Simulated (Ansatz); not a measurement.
# Geometry relaxation, with input and output: WSi6 (part 2 of 3)

The same run, continued: WSi6 (slab, 7 atoms in the cell); DFT PBEsol, scalar-relativistic, plane waves, PAW, spin-polarised (Ansatz 0.2.0); cutoff 420 eV, 9×9×1 k-mesh, Gaussian smearing of 0.05 eV, collinear spins. The structure derives from a Materials Project entry. The input holds or restrains some coordinates. Forces given for the steps count only the free coordinates. It belongs to a series of runs on one base structure; here: W over the place (0/6, 0/6) of the surface cell, its height relaxed.

Geometry of the input (Å; fractional positions):
```
3.8249  0.0000  0.0000
-1.9124  3.3125  0.0000
0.0000  0.0000  26.1211
Si 0.6667  0.3333  0.3254
Si 0.3333  0.6667  0.3559
Si 0.3333  0.6667  0.4465
Si 0.6667  0.3333  0.4756
Si 0.6667  0.3333  0.5673
Si 0.3333  0.6667  0.5929
W  0.3333  0.6667  0.6978
```

What the program printed, continued:
```
SCF iter   1: F=—  HF=-13977.195572 eV  |F-HF|=—  |Δ(HF+E_count)|=         —  Δρ=1.32e-2 (↑1.32e-2 ↓1.10e-2)  dr2=2.30e-1  dr2_m=4.15e-1  M=3.801 μB ∫|m|=3.887 μB  β_m=1.00  ethr=2.86e-3  p=0.057 e·Å  D=3.12e-2 V/Å  ΔV_dip=-0.82 eV  dr2_dipole=7.51e-2  V_vac-E_F(+/−)=3.79/4.61 eV  ⟨swp⟩=5.0  Hψ=2148  notcnv=0  defer=26
efield: sawtooth ramp at fractional position 0.9916 (handed on by an earlier solve), width 0.0400; the density the first Hamiltonian is built on has a dipole p = 0.057 e·Å; the dipole correction subtracts the counter field D = 3.12e-2 V/Å, which shifts the + side's vacuum level by -0.82 eV against the − side's; the planar-averaged density in the ramp window peaks in size at 1.2e-6 e/Å³
preconditioner: auto → LDOS  [metal: Δε(μ)=0.038 eV  Ē_g=6.458 eV  σ=0.050 eV  W_gap=0.39  n_scr=20 (ndim 8)  ℏωp=11.2 eV  f_vac=0.485  D(μ)=3.51/eV (n_scr^D=10)]
spin=Collinear: LDOS preconditioning applied to the charge; magnetization (m = ρ↑ − ρ↓) channel mixes plain (no charge-response kernel on spin).
SCF iter   2: F=—  HF=-13977.409244 eV  |F-HF|=—  |Δ(HF+E_count)|=   2.14e-1  Δρ=2.52e-3 (↑2.52e-3 ↓1.86e-3)  dr2=9.68e-2  dr2_m=2.48e-3  M=3.790 μB ∫|m|=3.870 μB  β_m=1.00  ethr=6.06e-4  p=0.064 e·Å  D=3.49e-2 V/Å  ΔV_dip=-0.91 eV  dr2_dipole=3.89e-2  V_vac-E_F(+/−)=3.72/4.63 eV  ⟨swp⟩=2.7  Hψ=1502  notcnv=0  defer=55  κ⁻¹=1.0e0(r=1)
preconditioner: auto → Resta (q_TF=auto, 1.902 Å⁻¹)  ε∞=4.0  [insulator: Δε(μ)=0.049 eV  Ē_g=6.427 eV  σ=0.050 eV  W_gap=0.51  n_scr=20 (ndim 8)  ℏωp=11.2 eV  f_vac=0.485  D(μ)=3.39/eV (n_scr^D=10)  ε∞_Penn≈4.0  vacuum switching on, ρ_ref=3.0e-3 e/Å³]
spin=Collinear: Resta preconditioning applied to the charge; magnetization (m = ρ↑ − ρ↓) channel mixes plain (no charge-response kernel on spin).
density mixer auto → broyden: gapped, with many states about μ (density of states about μ 1.11 of a free-electron gas's, 20 screened modes)
SCF iter   3: F=—  HF=-13977.399352 eV  |F-HF|=—  |Δ(HF+E_count)|=   9.89e-3  Δρ=1.39e-3 (↑1.27e-3 ↓1.39e-3)  dr2=1.93e-1  dr2_m=8.41e-4  M=3.922 μB ∫|m|=3.994 μB  β_m=1.00  ethr=2.55e-4  p=0.091 e·Å  D=4.96e-2 V/Å  ΔV_dip=-1.29 eV  dr2_dipole=1.29e-1  V_vac-E_F(+/−)=3.49/4.78 eV  ⟨swp⟩=2.5  Hψ=868  notcnv=0  defer=57  κ⁻¹=4.4e-1(r=2)
SCF iter   4: F=—  HF=-13977.396676 eV  |F-HF|=—  |Δ(HF+E_count)|=   2.68e-3  Δρ=1.10e-3 (↑1.00e-3 ↓1.10e-3)  dr2=1.17e-2  dr2_m=1.04e-4  M=3.850 μB ∫|m|=3.928 μB  β_m=1.00  ethr=2.55e-4  p=0.072 e·Å  D=3.94e-2 V/Å  ΔV_dip=-1.03 eV  dr2_dipole=1.49e-3  V_vac-E_F(+/−)=3.64/4.67 eV  ⟨swp⟩=1.3  Hψ=843  notcnv=0  defer=55  κ⁻¹=4.4e-3(r=3)
SCF iter   5: F=—  HF=-13977.395713 eV  |F-HF|=—  |Δ(HF+E_count)|=   9.63e-4  Δρ=4.41e-4 (↑4.16e-4 ↓4.41e-4)  dr2=3.30e-3  dr2_m=8.16e-5  M=3.911 μB ∫|m|=3.990 μB  β_m=1.00  ethr=3.09e-5  p=0.073 e·Å  D=3.98e-2 V/Å  ΔV_dip=-1.04 eV  dr2_dipole=2.15e-3  V_vac-E_F(+/−)=3.63/4.67 eV  ⟨swp⟩=2.3  Hψ=979  notcnv=0  defer=55  κ⁻¹=2.3e-4(r=4)
SCF iter   6: F=—  HF=-13977.398212 eV  |F-HF|=—  |Δ(HF+E_count)|=   2.50e-3  Δρ=1.76e-4 (↑1.75e-4 ↓1.76e-4)  dr2=6.42e-4  dr2_m=1.39e-5  M=3.947 μB ∫|m|=4.028 μB  β_m=1.00  ethr=8.69e-6  p=0.066 e·Å  D=3.58e-2 V/Å  ΔV_dip=-0.94 eV  dr2_dipole=2.11e-4  V_vac-E_F(+/−)=3.70/4.64 eV  ⟨swp⟩=2.6  Hψ=1033  notcnv=0  defer=56  κ⁻¹=3.3e-5(r=5)
SCF iter   7: F=—  HF=-13977.398775 eV  |F-HF|=—  |Δ(HF+E_count)|=   5.64e-4  Δρ=1.15e-4 (↑1.13e-4 ↓1.15e-4)  dr2=5.09e-4  dr2_m=1.76e-6  M=3.953 μB ∫|m|=4.035 μB  β_m=1.00  ethr=1.69e-6  p=0.064 e·Å  D=3.53e-2 V/Å  ΔV_dip=-0.92 eV  dr2_dipole=2.29e-4  V_vac-E_F(+/−)=3.71/4.63 eV  ⟨swp⟩=2.0  Hψ=750  notcnv=0  defer=56  κ⁻¹=3.2e-5(r=6)
SCF iter   8: F=—  HF=-13977.399254 eV  |F-HF|=—  |Δ(HF+E_count)|=   4.78e-4  Δρ=6.74e-5 (↑6.66e-5 ↓6.74e-5)  dr2=1.61e-4  dr2_m=1.19e-6  M=3.953 μB ∫|m|=4.035 μB  β_m=1.00  ethr=1.34e-6  p=0.063 e·Å  D=3.43e-2 V/Å  ΔV_dip=-0.90 eV  dr2_dipole=3.08e-5  V_vac-E_F(+/−)=3.73/4.63 eV  ⟨swp⟩=2.0  Hψ=787  notcnv=0  defer=56  κ⁻¹=6.8e-6(r=7)
SCF iter   9: F=—  HF=-13977.399535 eV  |F-HF|=—  |Δ(HF+E_count)|=   2.81e-4  Δρ=3.69e-5 (↑3.47e-5 ↓3.69e-5)  dr2=2.58e-5  dr2_m=6.90e-7  M=3.942 μB ∫|m|=4.024 μB  β_m=1.00  ethr=4.24e-7  p=0.062 e·Å  D=3.38e-2 V/Å  ΔV_dip=-0.88 eV  dr2_dipole=6.15e-7  V_vac-E_F(+/−)=3.75/4.64 eV  ⟨swp⟩=2.2  Hψ=937  notcnv=0  defer=56  κ⁻¹=3.9e-7(r=8)
SCF iter  10: F=—  HF=-13977.399547 eV  |F-HF|=—  |Δ(HF+E_count)|=   1.16e-5  Δρ=4.01e-5 (↑4.01e-5 ↓2.67e-5)  dr2=8.15e-5  dr2_m=1.28e-6  M=3.941 μB ∫|m|=4.023 μB  β_m=1.00  ethr=6.80e-8  p=0.062 e·Å  D=3.38e-2 V/Å  ΔV_dip=-0.88 eV  dr2_dipole=4.54e-5  V_vac-E_F(+/−)=3.76/4.64 eV  ⟨swp⟩=2.1  Hψ=992  notcnv=0  defer=56  κ⁻¹=2.6e-7(r=8)
SCF iter  11: F=-13977.399527 eV  HF=-13977.399546 eV  |F-HF|=1.95e-5  |Δ(HF+E_count)|=   5.98e-7  Δρ=1.69e-5 (↑1.38e-5 ↓1.69e-5)  dr2=1.34e-5  dr2_m=5.35e-7  M=3.941 μB ∫|m|=4.023 μB  ethr=6.80e-8  p=0.062 e·Å  D=3.37e-2 V/Å  ΔV_dip=-0.88 eV  dr2_dipole=8.63e-6  V_vac-E_F(+/−)=3.76/4.64 eV  ⟨swp⟩=19.5  Hψ=6378  notcnv=0
SCF 3 converged in 11 iterations: F = -13977.399527 eV  dr2 = 1.34e-5
relax step   3: F+E_penalty+E_count = -13977.39952653 eV  Δ(F+E_penalty+E_count) = -2.362e-2 eV  max|allowed force component| = 8.386e-1 eV/Å  Δτ_max = 0.1950 Å  (11 SCF iters, dr2 threshold 4.58e-5 eV, accepted)
SCF iter   1: F=—  HF=-13977.387659 eV  |F-HF|=—  |Δ(HF+E_count)|=         —  Δρ=5.93e-3 (↑5.93e-3 ↓4.92e-3)  dr2=4.44e-2  dr2_m=8.30e-2  M=4.029 μB ∫|m|=4.122 μB  β_m=1.00  ethr=1.17e-3  p=0.062 e·Å  D=3.37e-2 V/Å  ΔV_dip=-0.88 eV  dr2_dipole=1.05e-2  V_vac-E_F(+/−)=3.78/4.66 eV  ⟨swp⟩=4.0  Hψ=1789  notcnv=0  defer=56
efield: sawtooth ramp at fractional position 0.9916 (handed on by an earlier solve), width 0.0400; the density the first Hamiltonian is built on has a dipole p = 0.062 e·Å; the dipole correction subtracts the counter field D = 3.37e-2 V/Å, which shifts the + side's vacuum level by -0.88 eV against the − side's; the planar-averaged density in the ramp window peaks in size at 9.5e-7 e/Å³
preconditioner: auto → LDOS  [metal: Δε(μ)=0.041 eV  Ē_g=6.391 eV  σ=0.050 eV  W_gap=0.40  n_scr=20 (ndim 8)  ℏωp=11.2 eV  f_vac=0.479  D(μ)=3.55/eV (n_scr^D=10)]
spin=Collinear: LDOS preconditioning applied to the charge; magnetization (m = ρ↑ − ρ↓) channel mixes plain (no charge-response kernel on spin).
SCF iter   2: F=—  HF=-13977.432782 eV  |F-HF|=—  |Δ(HF+E_count)|=   4.51e-2  Δρ=1.20e-3 (↑1.20e-3 ↓8.33e-4)  dr2=2.58e-2  dr2_m=5.91e-4  M=4.052 μB ∫|m|=4.146 μB  β_m=0.32  ethr=1.17e-4  p=0.060 e·Å  D=3.28e-2 V/Å  ΔV_dip=-0.86 eV  dr2_dipole=1.26e-2  V_vac-E_F(+/−)=3.81/4.67 eV  ⟨swp⟩=2.2  Hψ=1440  notcnv=0  defer=57
density mixer auto → msr1: a metal under ldos (density of states about μ 1.01 of a free-electron gas's, 20 screened modes)
SCF iter   3: F=—  HF=-13977.430578 eV  |F-HF|=—  |Δ(HF+E_count)|=   2.20e-3  Δρ=5.84e-4 (↑5.38e-4 ↓5.84e-4)  dr2=1.16e-2  dr2_m=9.63e-5  M=4.047 μB ∫|m|=4.142 μB  β_m=0.51  ethr=6.79e-5  p=0.059 e·Å  D=3.21e-2 V/Å  ΔV_dip=-0.84 eV  dr2_dipole=6.11e-3  V_vac-E_F(+/−)=3.83/4.67 eV  ⟨swp⟩=1.0  Hψ=672  notcnv=0  defer=57
SCF iter   4: F=—  HF=-13977.430148 eV  |F-HF|=—  |Δ(HF+E_count)|=   4.30e-4  Δρ=1.75e-4 (↑1.40e-4 ↓1.75e-4)  dr2=1.40e-3  dr2_m=2.19e-5  M=4.035 μB ∫|m|=4.130 μB  β_m=0.48  ethr=3.05e-5  p=0.060 e·Å  D=3.27e-2 V/Å  ΔV_dip=-0.85 eV  dr2_dipole=8.72e-4  V_vac-E_F(+/−)=3.80/4.65 eV  ⟨swp⟩=1.0  Hψ=672  notcnv=0  defer=57
SCF iter   5: F=—  HF=-13977.430206 eV  |F-HF|=—  |Δ(HF+E_count)|=   5.85e-5  Δρ=7.31e-5 (↑6.41e-5 ↓7.31e-5)  dr2=4.59e-5  dr2_m=9.23e-6  M=4.029 μB ∫|m|=4.125 μB  β_m=0.59  ethr=3.67e-6  p=0.059 e·Å  D=3.25e-2 V/Å  ΔV_dip=-0.85 eV  dr2_dipole=1.44e-5  V_vac-E_F(+/−)=3.80/4.65 eV  ⟨swp⟩=1.7  Hψ=700  notcnv=0  defer=57
SCF iter   6: F=-13977.430161 eV  HF=-13977.430208 eV  |F-HF|=4.69e-5  |Δ(HF+E_count)|=   1.62e-6  Δρ=1.87e-5 (↑1.54e-5 ↓1.87e-5)  dr2=3.12e-5  dr2_m=1.96e-7  M=4.029 μB ∫|m|=4.125 μB  ethr=1.21e-7  p=0.059 e·Å  D=3.24e-2 V/Å  ΔV_dip=-0.85 eV  dr2_dipole=1.96e-5  V_vac-E_F(+/−)=3.80/4.64 eV  ⟨swp⟩=19.0  Hψ=6883  notcnv=0
SCF 4 converged in 6 iterations: F = -13977.430161 eV  dr2 = 3.12e-5
relax step   4: F+E_penalty+E_count = -13977.43016122 eV  Δ(F+E_penalty+E_count) = -3.063e-2 eV  max|allowed force component| = 7.371e-2 eV/Å  Δτ_max = 0.0857 Å  (6 SCF iters, dr2 threshold 1.00e-4 eV, accepted)
SCF iter   1: F=—  HF=-13977.430116 eV  |F-HF|=—  |Δ(HF+E_count)|=         —  Δρ=5.50e-4 (↑5.50e-4 ↓4.58e-4)  dr2=3.13e-4  dr2_m=7.20e-4  M=4.022 μB ∫|m|=4.117 μB  β_m=1.00  ethr=9.94e-6  p=0.059 e·Å  D=3.24e-2 V/Å  ΔV_dip=-0.85 eV  dr2_dipole=5.47e-5  V_vac-E_F(+/−)=3.79/4.64 eV  ⟨swp⟩=2.1  Hψ=1442  notcnv=0  defer=40
efield: sawtooth ramp at fractional position 0.9916 (handed on by an earlier solve), width 0.0400; the density the first Hamiltonian is built on has a dipole p = 0.059 e·Å; the dipole correction subtracts the counter field D = 3.24e-2 V/Å, which shifts the + side's vacuum level by -0.85 eV against the − side's; the planar-averaged density in the ramp window peaks in size at 1.0e-6 e/Å³
preconditioner: auto → LDOS  [metal: Δε(μ)=0.042 eV  Ē_g=6.416 eV  σ=0.050 eV  W_gap=0.41  n_scr=14 (ndim 8)  ℏωp=11.2 eV  f_vac=0.479  D(μ)=2.80/eV (n_scr^D=10)]
spin=Collinear: LDOS preconditioning applied to the charge; magnetization (m = ρ↑ − ρ↓) channel mixes plain (no charge-response kernel on spin).
SCF iter   2: F=—  HF=-13977.430524 eV  |F-HF|=—  |Δ(HF+E_count)|=   4.08e-4  Δρ=1.06e-4 (↑1.06e-4 ↓7.54e-5)  dr2=1.31e-4  dr2_m=4.41e-6  M=4.021 μB ∫|m|=4.115 μB  β_m=0.32  ethr=8.24e-7  p=0.059 e·Å  D=3.25e-2 V/Å  ΔV_dip=-0.85 eV  dr2_dipole=4.51e-5  V_vac-E_F(+/−)=3.79/4.64 eV  ⟨swp⟩=2.0  Hψ=1277  notcnv=0  defer=40
density mixer auto → msr1: a metal under ldos (density of states about μ 1.02 of a free-electron gas's, 20 screened modes)
SCF iter   3: F=—  HF=-13977.430507 eV  |F-HF|=—  |Δ(HF+E_count)|=   1.65e-5  Δρ=5.63e-5 (↑4.77e-5 ↓5.63e-5)  dr2=5.54e-5  dr2_m=1.33e-6  M=4.021 μB ∫|m|=4.115 μB  β_m=0.52  ethr=3.46e-7  p=0.060 e·Å  D=3.25e-2 V/Å  ΔV_dip=-0.85 eV  dr2_dipole=2.18e-5  V_vac-E_F(+/−)=3.79/4.64 eV  ⟨swp⟩=1.2  Hψ=676  notcnv=0  defer=41
SCF iter   4: F=—  HF=-13977.430506 eV  |F-HF|=—  |Δ(HF+E_count)|=   1.38e-6  Δρ=1.40e-5 (↑9.48e-6 ↓1.40e-5)  dr2=2.94e-6  dr2_m=2.29e-7  M=4.023 μB ∫|m|=4.117 μB  β_m=0.54  ethr=1.46e-7  p=0.059 e·Å  D=3.24e-2 V/Å  ΔV_dip=-0.85 eV  dr2_dipole=1.26e-6  V_vac-E_F(+/−)=3.79/4.64 eV  ⟨swp⟩=1.0  Hψ=672  notcnv=0  defer=41
SCF iter   5: F=—  HF=-13977.430507 eV  |F-HF|=—  |Δ(HF+E_count)|=   9.29e-7  Δρ=5.99e-6 (↑4.96e-6 ↓5.99e-6)  dr2=2.96e-7  dr2_m=6.16e-8  M=4.023 μB ∫|m|=4.117 μB  β_m=0.62  ethr=7.75e-9  p=0.059 e·Å  D=3.24e-2 V/Å  ΔV_dip=-0.85 eV  dr2_dipole=2.98e-8  V_vac-E_F(+/−)=3.79/4.64 eV  ⟨swp⟩=2.2  Hψ=887  notcnv=0  defer=41
SCF iter   6: F=-13977.430507 eV  HF=-13977.430507 eV  |F-HF|=7.13e-10  |Δ(HF+E_count)|=   1.40e-7  Δρ=1.54e-6 (↑9.45e-7 ↓1.54e-6)  dr2=3.62e-8  dr2_m=2.89e-9  M=4.024 μB ∫|m|=4.118 μB  ethr=2.63e-10  p=0.059 e·Å  D=3.24e-2 V/Å  ΔV_dip=-0.85 eV  dr2_dipole=2.39e-9  V_vac-E_F(+/−)=3.79/4.64 eV  ⟨swp⟩=14.1  Hψ=5427  notcnv=0
SCF 5 converged in 6 iterations: F = -13977.430507 eV  dr2 = 3.62e-8
relax step   5: F+E_penalty+E_count = -13977.43050669 eV  Δ(F+E_penalty+E_count) = -3.455e-4 eV  max|allowed force component| = 1.422e-3 eV/Å  Δτ_max = 0.0079 Å  (6 SCF iters, accepted)
```

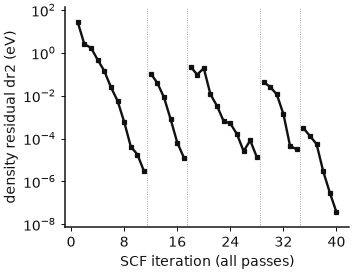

Figure 1. Convergence of the self-consistent field: density residual dr2 against the SCF iteration. The dotted lines part the SCF passes of the relaxation: geometry steps, rejected trials and re-solves on a re-selected basis. The 5 passes take 6 to 11 iterations each, 40 in all.

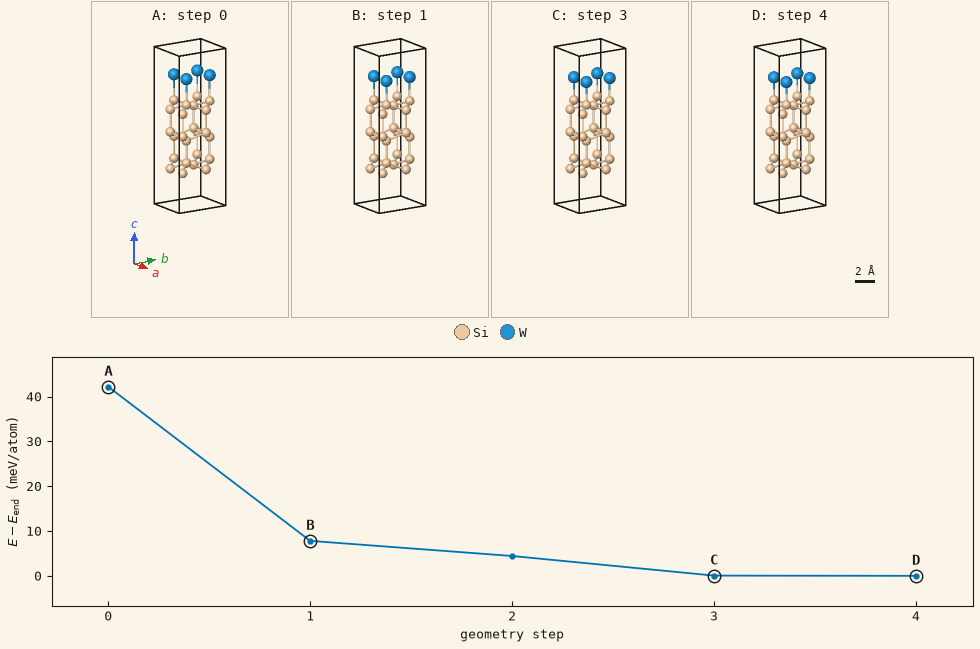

Figure 2. Frames of the restrained relaxation (ball-and-stick view of the 2 × 2 repeat of the cell, with the vacuum cut short, seen slightly off an axis) above the curves, on which the letters mark them (the first geometry is step 0 here and step 1 in the log).

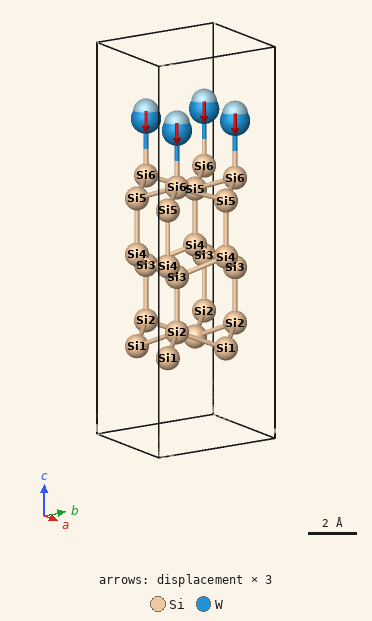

Figure 3. Start (faint) and end (solid) with the displacements as red arrows, magnified 3 times (ball-and-stick view of the 2 × 2 repeat of the cell, with the vacuum cut short, seen slightly off an axis). The energy falls by 42.2 meV per atom in 4 geometry steps. The largest force component goes from 1.5 to 0.0014 eV/Å. W7 moves most: 0.31 Å. Si stays in place. The lattice vectors keep their values. Among the contacts that change: Si6–W7 2.740 → 2.428 Å. (Atoms are counted from 1 in the order of the input.)
